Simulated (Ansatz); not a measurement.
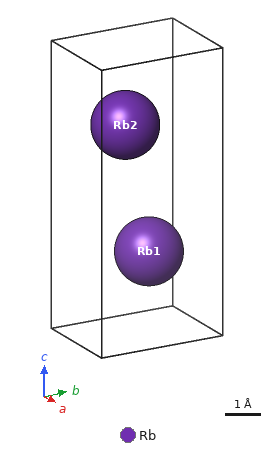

Crystalline Rb (built on the database_194 type), before the relaxation. The picture is a spheres-only view of the cell of the calculation, seen slightly off an axis.

Case: structure listed in a database for this formula (P6_3/mmc, No. 194).

The calculation used DFT r2SCAN, scalar-relativistic, plane waves, PAW in Ansatz 0.2.0.

Input file:
```yaml
crystal:
  lattice:
    - [5.088206976, 0.0, 0.0]
    - [-2.544103488, 4.4065165009, 0.0]
    - [0.0, 0.0, 8.44205798]
  atoms:
    - { symbol: Rb, position: [0.33333333, 0.66666667, 0.25] }
    - { symbol: Rb, position: [0.66666667, 0.33333333, 0.75] }
basis:
  ecutwfc: 500
kpoints:
  mp_grid: { grid: [12, 12, 8] }
hamiltonian:
  xc: r2scan
scf:
  occupations: { method: gaussian, width: 0.1 }
output:
  forces: true
  stress: true
  eigenvalues: true
relax:
  adjacent_minimum: "off"
  f_tol: 0.01
  max_steps: 80
  cell: { stress_tol: 0.05 }
```

Q: What does the optimiser find from here?

A: After 2 accepted moves (3 points after the start) the energy has fallen by 0.4 meV per atom. All forces vanish by symmetry, so only the cell relaxes. Pressure: 0.02 GPa at the start and 0.00 GPa at the end. The SCF was repeated once at an unchanged geometry on a basis and grid sized afresh for the cell, which shifted the energy by less than 0.05 meV per atom at most. The atoms keep their places relative to the cell (all moves are under 0.005 Å). Cell: a = b 5.088 → 5.141 Å (+1.0 %), c 8.442 → 8.351 Å (−1.1 %). Volume +1.0 %. Among the contacts that change: Rb1–Rb1 5.088 → 5.141 Å, Rb1–Rb2 5.143 → 5.123 Å. The space group stays P6_3/mmc (No. 194). The run took roughly 70 core-seconds on a shared host.

Step by step:

```csv
step,"E − E(0), meV/atom","pressure, GPa","volume, Å³/atom",note
0,0.00,0.02,94.641,
1,-0.06,0.02,94.713,
2,-0.40,-0.01,95.564,
3,-0.44,0.00,95.564,"same geometry, new basis"
```

The end point in the same view:

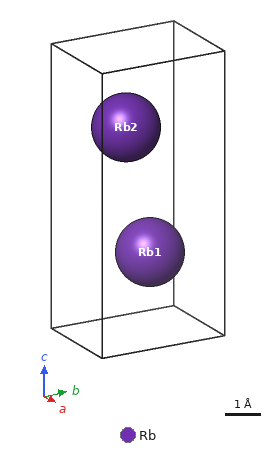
